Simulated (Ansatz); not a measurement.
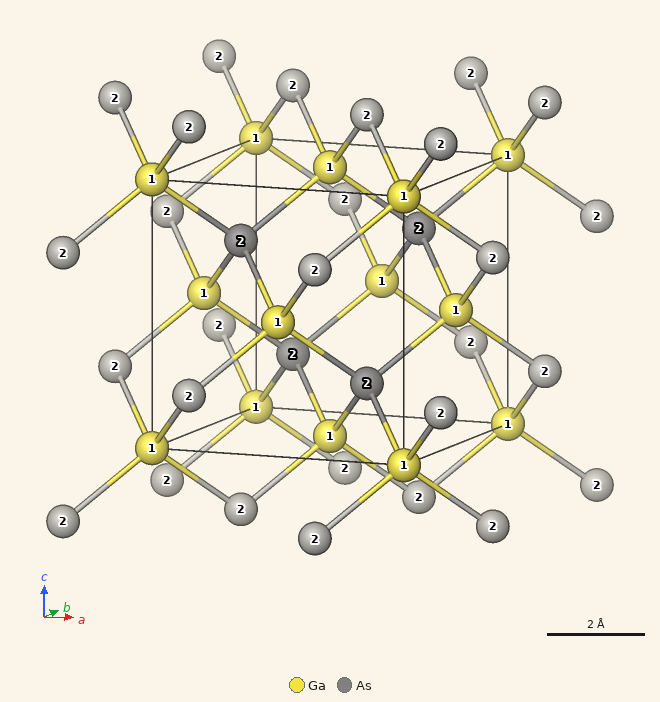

The structure as given in the input (ball-and-stick view of the cell 4 times as large as that of the calculation, set on its symmetry axes, seen slightly off an axis; neighbours outside the cell are drawn fainter; atoms are numbered from 1 in the order of the input). An atom can appear more than once, as a periodic image.

# Band-structure calculation, with input and output: GaAs

System: GaAs (F-43m, 2 atoms in the cell).
Method: DFT, r2SCAN+rVV10, plane waves, PAW, no spin polarisation (Ansatz 0.2.0).

The structure was built on a prototype by a generator. The geometry comes from this level: r2scan-rvv10. Figures and captions count atoms from 1; the log counts them from 0 in places.

**Log**
```
scf.n_extra_bands = 4 over 14 filled bands (N_el = 28.0): the run solves 18 bands
Engine: ansatz 0.2.0, aarch64-unknown-linux-gnu
Pseudopotentials: kind: paw
Pseudopotential: Ga, paw, valence charge 13, recommended cutoff 500 eV (meta_gga), Ga.paw.azcp
Pseudopotential: As, paw, valence charge 15, recommended cutoff 500 eV (meta_gga), As.paw.azcp
Functional definition: r2SCAN+rVV10
  parameter k0 = 0.174
  parameter k1 = 0.065
  parameter a1 = 4.9479
  exchange = r2scan_x(k0 = k0, k1 = k1, a1 = a1)
  correlation = r2scan_c + rvv10(11.95, 0.0093)
Crystal: 2 atoms, lattice volume = 44.995 Å³
Basis set: ecut = 500 eV, 1139 PW (Γ), exchange–correlation on 144×144×144 points (64 copies of the dense FFT grid, shifted against one another)
Bands: 18, of which v1, the nominal top of the filled ones, is band 14 counted from 1 (13 counted from 0)
Symmetry: 24 space group operations
Space group: F-43m (ITA 216), of the structure as read, at distance tolerance 3.6e-5 Å
k-points: 29 of 512 (time reversal used)
Non-local potential: Ga, projectors of the file, l = 0: 2, l = 1: 2, l = 2: 3, l = 3: 1
Non-local potential: As, projectors of the file, l = 0: 2, l = 1: 2, l = 2: 3, l = 3: 1
PAW form: soft (Blöchl's): semilocal exchange-correlation on the pseudo side does not see the compensation charge
rVV10 density: all electrons in the spheres
PAW frozen core: Ga, regenerated for the run's functional (the file was generated under x = pbe(κ = 0.804, μ = 0.2195149727645171), c = pbe(β = 0.06672455060314922))
PAW frozen core: As, regenerated for the run's functional (the file was generated under x = pbe(κ = 0.804, μ = 0.2195149727645171), c = pbe(β = 0.06672455060314922))
PAW one-centre angular grid: Ga, 590 points (default); XC on 160 Gauss nodes
PAW one-centre angular grid: As, 590 points (default); XC on 160 Gauss nodes
Initial density: superposition of atomic densities (neutral atoms: chi_scale 0, normalization atom), corrected by the library's trained network
Initial wavefunctions: pseudopotential atomic-orbital guess
Functional: x = r2scan, c = r2scan + rvv10(b = 11.95, C = 0.0093); τ floored in thin density (d = 2e-4 eV/Å³)
SCF iter   1: F=—  HF=-8653.303170 eV  |F-HF|=—  |Δ(HF+E_count)|=         —  Δρ=7.75e-3  dr2=1.03e-2  dr2_τ=4.35e-3  ethr=1.77e-3  ⟨swp⟩=5.9  Hψ=2498  notcnv=0
preconditioner: auto → none  [insulator: Δε(μ)=0.965 eV  Ē_g=16.313 eV  σ=0.030 eV  W_gap=1.00  n_scr=14 (ndim 8)  ℏωp=23.5 eV  f_vac=0.085  D(μ)=0.00/eV (n_scr^D=0)  ε∞_Penn≈3.1]
SCF iter   2: F=—  HF=-8653.313538 eV  |F-HF|=—  |Δ(HF+E_count)|=   1.04e-2  Δρ=1.71e-3  dr2=1.57e-3  dr2_τ=3.30e-5  ethr=3.67e-5  ⟨swp⟩=2.1  Hψ=1280  notcnv=0
SCF iter   3: F=—  HF=-8653.313115 eV  |F-HF|=—  |Δ(HF+E_count)|=   4.22e-4  Δρ=1.55e-3  dr2=4.12e-4  dr2_τ=3.34e-6  ethr=5.61e-6  ⟨swp⟩=2.0  Hψ=899  notcnv=0
SCF iter   4: F=—  HF=-8653.313281 eV  |F-HF|=—  |Δ(HF+E_count)|=   1.65e-4  Δρ=3.12e-4  dr2=2.24e-5  dr2_τ=4.19e-7  ethr=1.47e-6  ⟨swp⟩=2.9  Hψ=964  notcnv=0
SCF iter   5: F=—  HF=-8653.313275 eV  |F-HF|=—  |Δ(HF+E_count)|=   5.48e-6  Δρ=5.40e-5  dr2=1.41e-6  dr2_τ=1.77e-8  ethr=7.99e-8  ⟨swp⟩=2.0  Hψ=928  notcnv=0
SCF iter   6: F=-8653.313275 eV  HF=-8653.313275 eV  |F-HF|=2.75e-9  |Δ(HF+E_count)|=   3.75e-7  Δρ=1.28e-5  dr2=5.66e-8  dr2_τ=2.25e-9  ethr=3.57e-10  ⟨swp⟩=3.2  Hψ=2164  notcnv=0
SCF 1 converged in 6 iterations: F = -8653.313275 eV  dr2 = 5.66e-8
  greatest PAW one-centre occupation: 0.999 electrons in one spin orbital (limit 2), on the As atom at site 1 (counted from 0), in its partial waves of l = 2
NSCF: frozen V_eff on 6 k-points
SCF converged after 6 iterations
Free energy (F): -8653.313275 eV
Harris-Foulkes:  -8653.313275 eV  (|F-HF|=2.75e-9)
Internal energy: -8653.313275 eV  (E = F + TS)
E sigma→0 (E₀):  -8653.313275 eV
Fermi energy:    8.514364 eV
--- Per-component energies (eV) ---
  E_band       = -329.924889
  E_kinetic    = 218.590618
  E_local      = -3912.303625  (includes V_loc(G=0)·N_el)
  E_nonlocal   = -242.956447
  E_hartree    = 1974.037756
  E_xc         = -134.204033
  E_vxc        = -143.262028  (∫ρ·V_xc dr)
  E_paw        = -3851.965475  (= ΣΔE_a)
  E_vpaw       = -205.570141  (= ΣTr[D̂ρ^β])
  E_aug_tail   = -0.000016  (compensation charges beyond the density's cutoff)
  E_vtau       = 7.511746  (kinetic-family band-sum trace: ∫τ·v_τ [+ j·A + Jᵃ·Aᵃ] dr)
  E_ewald      = -2702.401577
  E_core_change = -2.110478  (= ΣΔE_core)
  E_smearing   = -0.000000  (= −TS)
  E_closure    = 0.000000  (closes the sum)
  Σ components = -8653.313275   (vs F -8653.313275, Δ=0.00e0)
--- Forces (eV/Å), atoms counted from 1 ---
  atom   1  Ga     0.00000000    -0.00000000     0.00000000
  atom   2  As    -0.00000000     0.00000000     0.00000000
  max |Σ_I F_I| component: 2.64e-16 eV/Å
--- Stress (GPa, compression-positive) ---
       -0.000681       0.000000       0.000000
        0.000000      -0.000681       0.000000
       -0.000000       0.000000      -0.000681
  P = ⅓ Tr σ = -0.0007 GPa (-0.007 kbar)
--- Band table (eV; the first three rows and the last of 29) ---
  k-point 0: bands = ["-27.8057", "-27.8057", "-27.8057", "-27.7929", "-27.7929", "-7.2376", "-7.2376", "-7.2376", "-7.1470", "-7.1470", "-5.2669", "7.9817", "7.9817", "7.9817", "9.0140", "12.0183", "12.0183", "12.0183"]
  k-point 1: bands = ["-27.8056", "-27.8055", "-27.8055", "-27.7928", "-27.7928", "-7.2537", "-7.2337", "-7.2337", "-7.1472", "-7.1472", "-5.0724", "6.0686", "7.7369", "7.7369", "9.9798", "12.3823", "12.3823", "12.5434"]
  k-point 2: bands = ["-27.8055", "-27.8052", "-27.8052", "-27.7927", "-27.7927", "-7.2880", "-7.2251", "-7.2251", "-7.1467", "-7.1467", "-4.5310", "3.7736", "7.2752", "7.2752", "9.8103", "12.9237", "12.9237", "14.4350"]
  k-point 28: bands = ["-27.8053", "-27.8049", "-27.8035", "-27.7930", "-27.7921", "-7.3503", "-7.2019", "-7.1884", "-7.1589", "-7.1430", "-2.5506", "1.1695", "4.2998", "4.5080", "13.0033", "13.0290", "13.8886", "14.4278"]
```

**File bands.tsv**
```
# k_distance	band_0	band_1	band_2	band_3	band_4	band_5	band_6	band_7	band_8	band_9	band_10	band_11	band_12	band_13	band_14	band_15	band_16	band_17
# fermi_ev = 8.514364
# lock_threshold_ev = 1e-6
# [0, 0, 0] at k_distance = 0.000000
# [-0.5, -0.5, 0] at k_distance = 1.112853
# [-0.375, -0.375, 0.25] at k_distance = 1.506306
# [-0.375, 0, 0.375] at k_distance = 2.187787
# [0, 0, 0.5] at k_distance = 2.869268
# [-0.5, -0.25, 0.25] at k_distance = 3.656174
# levels_relative_to = fermi_ev
# free_energy_ev = -8653.313275
# largest_residual_norms_ev = 1.857e-4 2.573e-4 2.983e-4 2.227e-4 3.584e-4 5.534e-4 6.535e-4 6.733e-4 7.653e-4 8.021e-4 3.145e-4 4.992e-4 6.267e-4 7.094e-4 1.043e-3 1.021e-3 1.164e-3 1.494e-3
0.000000	-36.320058	-36.320058	-36.320058	-36.307226	-36.307226	-15.751923	-15.751923	-15.751923	-15.661386	-15.661386	-13.781219	-0.532625	-0.532625	-0.532625	0.499616	3.503938	3.503938	3.503938
1.112853	-36.321019	-36.317905	-36.317905	-36.307826	-36.306061	-15.877426	-15.697579	-15.697579	-15.689372	-15.647877	-11.126672	-7.547438	-3.332681	-3.332681	1.164821	1.383270	10.374867	10.374867
1.506306	-36.320256	-36.318445	-36.318216	-36.307470	-36.306411	-15.865901	-15.711937	-15.705138	-15.676512	-15.654429	-11.165135	-7.347335	-4.547127	-2.892793	1.699241	4.478645	8.020975	8.081101
2.187787	-36.320256	-36.318445	-36.318216	-36.307470	-36.306411	-15.865901	-15.711937	-15.705138	-15.676512	-15.654429	-11.165135	-7.347335	-4.547127	-2.892793	1.699241	4.478645	8.020975	8.081101
2.869268	-36.319736	-36.319037	-36.319037	-36.306942	-36.306942	-15.843658	-15.730103	-15.730103	-15.657560	-15.657560	-11.908315	-7.384435	-1.726180	-1.726180	0.828176	4.440621	4.440621	7.682016
3.656174	-36.319701	-36.319232	-36.317906	-36.307385	-36.306496	-15.864666	-15.716250	-15.702792	-15.673272	-15.657347	-11.064992	-7.344896	-4.214567	-4.006349	4.488983	4.514653	5.374284	5.913438
```

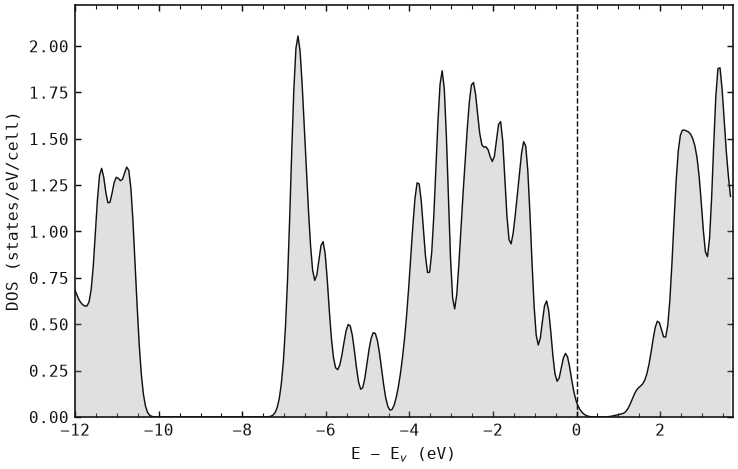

Density of states (the curve is built from the levels of the k mesh with Gaussians 0.3 eV wide, which also blur the band edges), with energies from the valence-band top. There is a gap of 1.03 eV on the k-point mesh. Small ripples come from the finite k-point mesh.

The run was set up as follows.

**The input**
```yaml
crystal:
  lattice:
    - [0.0, 2.8230070279, 2.8230070279]
    - [2.8230070279, 0.0, 2.8230070279]
    - [2.8230070279, 2.8230070279, 0.0]
  atoms:
    - { symbol: Ga, position: [0.0, 0.0, 0.0] }
    - { symbol: As, position: [0.25, 0.25, 0.25] }
kpoints:
  mp_grid: { grid: [8, 8, 8] }
  band_path:
    path:
      - [0.0, 0.0, 0.0]
      - [-0.5, -0.5, 0.0]
      - [-0.375, -0.375, 0.25]
      - [-0.375, 0.0, 0.375]
      - [0.0, 0.0, 0.5]
      - [-0.5, -0.25, 0.25]
    npoints: 1
hamiltonian:
  xc: r2scan
  dispersion: rvv10
scf:
  occupations: { method: fermi_dirac, width: 0.03 }
  n_extra_bands: 4
output:
  forces: true
  stress: true
  eigenvalues: true
```

Command:
```bash
ansatz run input.yaml --threads 2 --pin off --max-ram 2211MiB --backend cpu --events-out ev --progress --plain --runs-dir out
```

**Key numbers**

- outcome: converged
- space group (tolerance 0.01 Å): F-43m (216)
- electrons treated: 28
- free energy: −8653.3133 eV
- Fermi energy: 8.514 eV
- band gap: 1.03 eV
- pressure: 0.00 GPa
- largest force (length of the vector): under 0.001 eV/Å
- hardware: 2 threads of Arm Neoverse V1, 24 GiB of memory available, shared host
- wall time: 5.5 s (CPU time 11 s)
- peak memory: 0.54 GiB
